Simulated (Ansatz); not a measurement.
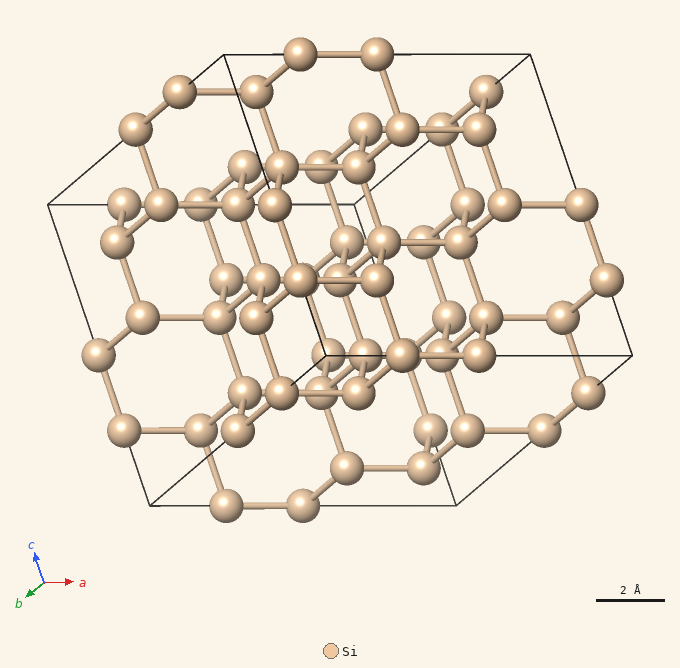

*The structure (ball-and-stick view of the cell of the calculation, seen at an oblique angle).*

# Single-point calculation of Si

Si (Fd-3m, 32 atoms in the cell), computed with DFT, PBE, plane waves, PAW, no spin polarisation (Ansatz 0.2.0).

The structure derives from a Materials Project entry. Some settings of this run were made unusual or wrong on purpose.

### Input file
```yaml
crystal:
  lattice:
    - [5.4700937543, 5.4700937543, -5.4700937543]
    - [-5.4700937543, 5.4700937543, 5.4700937543]
    - [5.4700937543, -5.4700937543, 5.4700937543]
  atoms:
    - { symbol: Si, position: [0.5, 0.75, 1.0] }
    - { symbol: Si, position: [0.25, 0.75, 0.25] }
    - { symbol: Si, position: [0.0, 0.75, 0.5] }
    - { symbol: Si, position: [0.5, 1.0, 0.75] }
    - { symbol: Si, position: [0.75, 0.75, 0.75] }
    - { symbol: Si, position: [0.25, 1.0, 1.0] }
    - { symbol: Si, position: [0.0, 0.0, 0.25] }
    - { symbol: Si, position: [0.5, 0.25, 0.5] }
    - { symbol: Si, position: [0.75, 0.0, 0.5] }
    - { symbol: Si, position: [0.25, 0.25, 0.75] }
    - { symbol: Si, position: [0.0, 0.25, 0.0] }
    - { symbol: Si, position: [0.5, 0.5, 0.25] }
    - { symbol: Si, position: [0.75, 0.25, 0.25] }
    - { symbol: Si, position: [0.25, 0.5, 0.5] }
    - { symbol: Si, position: [0.0, 0.5, 0.75] }
    - { symbol: Si, position: [0.75, 0.5, 0.0] }
    - { symbol: Si, position: [0.25, 0.5, 0.75] }
    - { symbol: Si, position: [0.0, 0.5, 0.0] }
    - { symbol: Si, position: [0.75, 0.5, 0.25] }
    - { symbol: Si, position: [0.25, 0.75, 0.5] }
    - { symbol: Si, position: [0.5, 0.5, 0.5] }
    - { symbol: Si, position: [0.0, 0.75, 0.75] }
    - { symbol: Si, position: [0.75, 0.75, 0.0] }
    - { symbol: Si, position: [0.25, 0.0, 0.25] }
    - { symbol: Si, position: [0.5, 0.75, 0.25] }
    - { symbol: Si, position: [0.0, 0.0, 0.5] }
    - { symbol: Si, position: [0.75, 0.0, 0.75] }
    - { symbol: Si, position: [0.25, 0.25, 0.0] }
    - { symbol: Si, position: [0.5, 0.0, 0.0] }
    - { symbol: Si, position: [0.0, 0.25, 0.25] }
    - { symbol: Si, position: [0.75, 0.25, 0.5] }
    - { symbol: Si, position: [0.5, 0.25, 0.75] }
basis:
  ecutwfc: 420
  xc_grid: 2
kpoints:
  mp_grid: { grid: [2, 2, 2], shift: [0.5, 0.5, 0.5] }
hamiltonian:
  xc: pbe
scf:
  occupations: { method: gaussian, width: 1.0 }
  max_iter: 75
output:
  forces: true
  eigenvalues: true
  stress: true
```

Hardware: 4 threads of Intel Xeon @ 2.10GHz (Emerald Rapids), 189 GiB of memory available, shared host.

Launch command:
```bash
ansatz run input.yaml --threads 4 --pin off --max-ram 8192MiB --backend cpu --events-out ev --progress --plain --runs-dir out
```

### Log
```
band count auto-derived: 109 (N_el = 128.0; filled up to band 64; 96 by the electrons, moments and atoms)
Engine: ansatz 0.2.0, x86_64-unknown-linux-gnu
Pseudopotentials: kind: paw
Pseudopotential: Si, paw, valence charge 4, recommended cutoff 420 eV (normal), Si.paw.azcp
Functional definition: PBE
  parameter kappa = 0.804
  parameter beta = 0.06672455060314922
  exchange = pbe_x(kappa = kappa, mu = beta*pi^2/3)
  correlation = pbe_c(beta = beta)
Crystal: 32 atoms, lattice volume = 654.703 Å³
Basis set: ecut = 420 eV, 12839 PW (Γ), exchange–correlation on 128×128×128 points (8 copies of the dense FFT grid, shifted against one another)
Bands: 109, of which v1, the nominal top of the filled ones, is band 64 counted from 1 (63 counted from 0)
Symmetry: 768 space group operations
Space group: Fd-3m (ITA 227), of the structure as read, at distance tolerance 8.7e-5 Å
k-points: 2 of 8
Non-local potential: Si, projectors of the file, l = 0: 2, l = 1: 2, l = 2: 2
PAW form: soft (Blöchl's): semilocal exchange-correlation on the pseudo side does not see the compensation charge
PAW one-centre angular grid: Si, 110 points (default); XC on 64 Gauss nodes
Initial density: superposition of atomic densities (neutral atoms: chi_scale 0, normalization atom), corrected by the library's trained network
Initial wavefunctions: pseudopotential atomic-orbital guess
Functional: x = pbe(κ = 0.804, μ = 0.2195149727645171), c = pbe(β = 0.06672455060314922)
SCF iter   1: F=—  HF=-20346.344346 eV  |F-HF|=—  |Δ(HF+E_count)|=         —  Δρ=2.01e-3  dr2=2.59e-2  ethr=1.77e-3  ⟨swp⟩=8.0  Hψ=1081  notcnv=0
preconditioner: auto → Resta (q_TF=auto, 2.079 Å⁻¹)  ε∞=4.8  [insulator: Δε(μ)=1.393 eV  Ē_g=8.372 eV  σ=1.000 eV  W_gap=0.64  n_scr=86 (ndim 8)  ℏωp=16.4 eV  f_vac=0.000  D(μ)=3.96/eV (n_scr^D=12)  ε∞_Penn≈4.8]
SCF iter   2: F=—  HF=-20346.343091 eV  |F-HF|=—  |Δ(HF+E_count)|=   1.26e-3  Δρ=1.15e-3  dr2=8.98e-3  ethr=2.03e-5  ⟨swp⟩=2.0  Hψ=320  notcnv=0
SCF iter   3: F=—  HF=-20346.343220 eV  |F-HF|=—  |Δ(HF+E_count)|=   1.29e-4  Δρ=1.04e-4  dr2=1.18e-4  ethr=7.01e-6  ⟨swp⟩=2.0  Hψ=346  notcnv=0
SCF iter   4: F=—  HF=-20346.343328 eV  |F-HF|=—  |Δ(HF+E_count)|=   1.08e-4  Δρ=3.70e-5  dr2=6.24e-6  ethr=9.19e-8  ⟨swp⟩=2.0  Hψ=357  notcnv=0
SCF iter   5: F=—  HF=-20346.342993 eV  |F-HF|=—  |Δ(HF+E_count)|=   3.34e-4  Δρ=6.15e-6  dr2=1.97e-7  ethr=4.88e-9  ⟨swp⟩=2.0  Hψ=381  notcnv=0
SCF iter   6: F=-20346.342994 eV  HF=-20346.342994 eV  |F-HF|=4.02e-9  |Δ(HF+E_count)|=   2.65e-7  Δρ=1.39e-6  dr2=1.16e-8  ethr=7.81e-11  ⟨swp⟩=7.5  Hψ=896  notcnv=0
SCF 1 converged in 6 iterations: F = -20346.342994 eV  dr2 = 1.16e-8
  greatest PAW one-centre occupation: 0.634 electrons in one spin orbital (limit 2), on the Si atom at site 31 (counted from 0), in its partial waves of l = 0
```

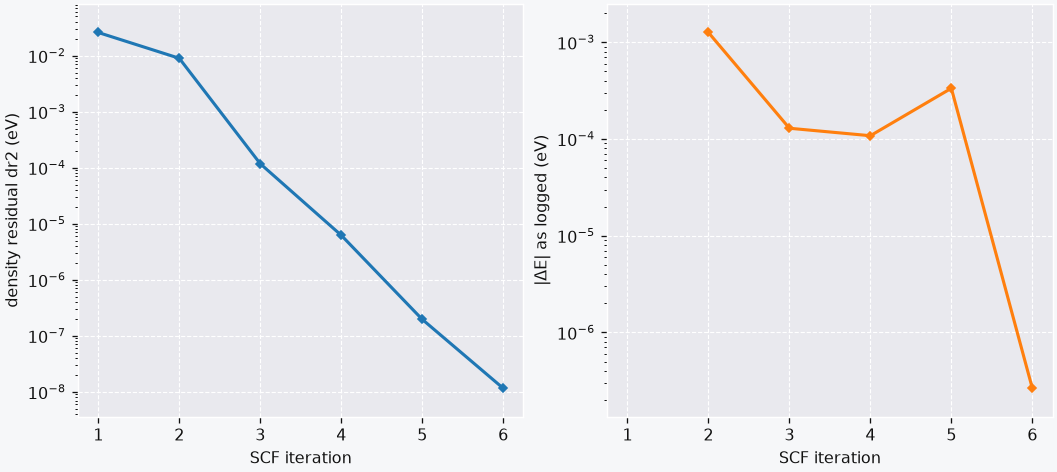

*Convergence of the self-consistent field: density residual dr2 and size of the energy change against the SCF iteration.*

The residual falls at every step.

```
SCF converged after 6 iterations
Free energy (F): -20346.342994 eV
Harris-Foulkes:  -20346.342994 eV  (|F-HF|=4.02e-9)
Internal energy: -20344.377583 eV  (E = F + TS)
E sigma→0 (E₀):  -20345.360288 eV
Entropy (-TS):   -1.965411 eV (-61.419 meV/atom)
Fermi energy:    6.226812 eV
--- Per-component energies (eV) ---
  E_band       = 127.855655
  E_kinetic    = 1281.348113
  E_local      = -894.648759  (includes V_loc(G=0)·N_el)
  E_nonlocal   = 827.670896
  E_hartree    = 240.661944
  E_xc         = -1761.296005
  E_vxc        = -1489.563196  (∫ρ·V_xc dr)
  E_paw        = -16407.937914  (= ΣΔE_a)
  E_vpaw       = -78.273665  (= ΣTr[D̂ρ^β])
  E_aug_tail   = 0.000205  (compensation charges beyond the density's cutoff)
  E_ewald      = -3630.176065
  E_smearing   = -1.965411  (= −TS)
  E_closure    = 0.000000  (closes the sum)
  Σ components = -20346.342994   (vs F -20346.342994, Δ=0.00e0)
--- Forces (eV/Å), atoms counted from 1 ---
  atom   1  Si     0.00000000    -0.00000000    -0.00000000
  atom   2  Si    -0.00000000    -0.00000000    -0.00000000
  atom   3  Si     0.00000000    -0.00000000    -0.00000000
  atom   4  Si     0.00000000    -0.00000000    -0.00000000
  atom   5  Si    -0.00000000    -0.00000000    -0.00000000
  atom   6  Si     0.00000000    -0.00000000    -0.00000000
  atom   7  Si     0.00000000    -0.00000000    -0.00000000
  atom   8  Si     0.00000000    -0.00000000     0.00000000
  atom   9  Si    -0.00000000    -0.00000000    -0.00000000
  atom  10  Si     0.00000000    -0.00000000     0.00000000
  atom  11  Si     0.00000000    -0.00000000    -0.00000000
  atom  12  Si     0.00000000    -0.00000000    -0.00000000
  atom  13  Si     0.00000000    -0.00000000    -0.00000000
  atom  14  Si     0.00000000    -0.00000000     0.00000000
  atom  15  Si     0.00000000    -0.00000000    -0.00000000
  atom  16  Si     0.00000000    -0.00000000    -0.00000000
  atom  17  Si     0.00000000     0.00000000    -0.00000000
  atom  18  Si     0.00000000     0.00000000    -0.00000000
  atom  19  Si     0.00000000    -0.00000000    -0.00000000
  atom  20  Si     0.00000000    -0.00000000     0.00000000
  atom  21  Si     0.00000000     0.00000000    -0.00000000
  atom  22  Si    -0.00000000    -0.00000000     0.00000000
  atom  23  Si     0.00000000     0.00000000     0.00000000
  atom  24  Si     0.00000000    -0.00000000     0.00000000
  atom  25  Si     0.00000000     0.00000000     0.00000000
  atom  26  Si    -0.00000000     0.00000000    -0.00000000
  atom  27  Si    -0.00000000     0.00000000    -0.00000000
  atom  28  Si    -0.00000000     0.00000000     0.00000000
  atom  29  Si     0.00000000     0.00000000     0.00000000
  atom  30  Si    -0.00000000     0.00000000     0.00000000
  atom  31  Si    -0.00000000    -0.00000000     0.00000000
  atom  32  Si     0.00000000     0.00000000     0.00000000
  max |Σ_I F_I| component: 7.89e-24 eV/Å
--- Stress (GPa, compression-positive) ---
       -0.027241      -0.000000       0.000000
       -0.000000      -0.027241       0.000000
       -0.000000       0.000000      -0.027241
  P = ⅓ Tr σ = -0.0272 GPa (-0.272 kbar)
--- Band table (eV) ---
  k-point 0: bands = ["-5.0406", "-5.0406", "-5.0406", "-5.0406", "-3.1638", "-3.1638", "-3.1638", "-3.1638", "-3.1638", "-3.1638", "-3.1638", "-3.1638", "-3.1638", "-3.1638", "-3.1638", "-3.1638", "-0.3372", "-0.3372", "-0.3372", "-0.3372", "-0.3372", "-0.3372", "-0.3372", "-0.3372", "-0.3372", "-0.3372", "-0.3372", "-0.3372", "2.1005", "2.1005", "2.1005", "2.1005", "2.5279", "2.5279", "2.5279", "2.5279", "2.5279", "2.5279", "2.5279", "2.5279", "2.5279", "2.5279", "2.5279", "2.5279", "3.8286", "3.8286", "3.8286", "3.8286", "3.8286", "3.8286", "3.8286", "3.8286", "3.8286", "3.8286", "3.8286", "3.8286", "5.2410", "5.2410", "5.2410", "5.2410", "5.2410", "5.2410", "5.2410", "5.2410", "7.5327", "7.5327", "7.5327", "7.5327", "7.5327", "7.5327", "7.5327", "7.5327", "7.5327", "7.5327", "7.5327", "7.5327", "7.9405", "7.9405", "7.9405", "7.9405", "9.4781", "9.4781", "9.4781", "9.4781", "9.4781", "9.4781", "9.4781", "9.4781", "10.4200", "10.4200", "10.4200", "10.4200", "10.4200", "10.4200", "10.4200", "10.4200", "10.4200", "10.4200", "10.4200", "10.4200", "11.6265", "11.6265", "11.6265", "11.6265", "11.6265", "11.6265", "11.6265", "11.6265", "11.6265"]
  k-point 1: bands = ["-5.5569", "-4.5211", "-4.5211", "-4.5211", "-4.5211", "-3.6990", "-3.6990", "-3.6990", "-3.6990", "-3.4759", "-2.7741", "-2.7741", "-2.7741", "-2.7741", "-1.6869", "-1.6869", "-1.6869", "-1.6869", "-0.5329", "-0.5329", "-0.5329", "-0.5329", "-0.3080", "-0.3080", "-0.3080", "-0.3080", "0.2719", "1.7161", "1.7161", "1.7161", "1.7161", "1.8621", "1.8621", "1.8621", "1.8621", "2.6518", "2.6518", "2.6518", "2.6518", "3.3378", "3.3378", "3.3378", "3.3378", "3.4363", "3.4363", "3.4643", "3.4643", "3.4643", "3.4643", "3.5671", "3.5671", "3.5671", "3.5671", "4.5869", "4.5869", "4.5869", "4.5869", "4.6303", "4.7438", "4.7438", "4.7438", "4.7438", "5.2004", "5.2004", "6.6415", "7.5686", "7.9763", "7.9763", "7.9763", "7.9763", "8.0040", "8.2966", "8.2966", "8.2966", "8.2966", "8.4310", "8.4310", "8.4310", "8.4310", "8.8535", "8.8535", "8.8535", "8.8535", "9.5958", "9.5958", "9.5958", "9.5958", "9.6573", "9.6573", "9.8096", "9.8096", "9.8096", "9.8096", "9.8543", "9.8543", "9.8543", "9.8543", "10.1918", "10.1944", "10.1944", "10.1944", "10.1944", "10.5011", "10.5011", "10.5011", "10.5011", "11.1521", "11.1521", "11.1521"]
```

### Outcome

```tsv
quantity	value
outcome	converged
space group (tolerance 0.01 Å)	Fd-3m (227)
electrons treated	128
free energy	−20346.3430 eV
Fermi energy	6.227 eV
gap on the k-point mesh	1.40 eV
pressure	−0.03 GPa
largest force (length of the vector)	under 0.001 eV/Å
wall time	18 s (CPU time 38 s)
peak memory	1.2 GiB
```

### What went wrong

The input was spoiled on purpose: a smearing of electronvolts (`scf.occupations`). So wide a smearing fills empty bands and washes out gaps and moments. The run converged all the same; its numbers are those of the faulty input and shouldn't be used.
